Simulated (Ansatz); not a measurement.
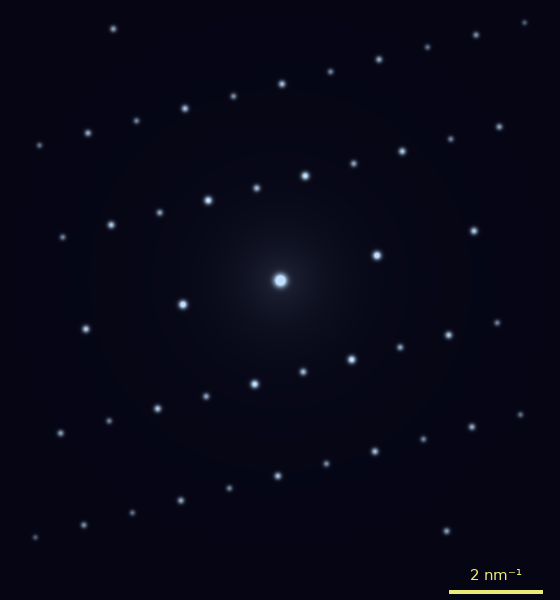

Simulated selected-area electron diffraction pattern (100 kV, kinematic approximation, thin crystal, B = 0.5 Å² for all atoms).

Phase: Cs, space group P6_3/mmc (No. 194), a = 5.665 Å, c = 9.292 Å (hexagonal axes). Structure: coordinates from a relaxation with Ansatz, DFT, revPBE, plane waves (420 eV) with PAW, scalar-relativistic; the starting structure was generated, so it need not be a known form of this composition.

Measure the pattern against the scale bar and name the zone.

Answer. The spots form a rectangular net whose two shortest vectors correspond to d = 9.29 Å and 4.91 Å, 90.0° apart. They index as 0 0 1 (itself extinct) and 0 1 0, so the zone axis is ±[100] (or an equivalent direction of <100>).

Which reflections of this zone are missing, and why?

Answer. A screw axis and a glide plane both extinguish reflections such as 0 0 1, 0 0 3, 0 0 5; reflections such as 0 3 3 are allowed by the space group but vanish because the atoms sit on special positions. In a thicker crystal double diffraction can put intensity into those places emptied by glide planes or screw axes that lie on the net of the visible spots, but never into those emptied by centring.
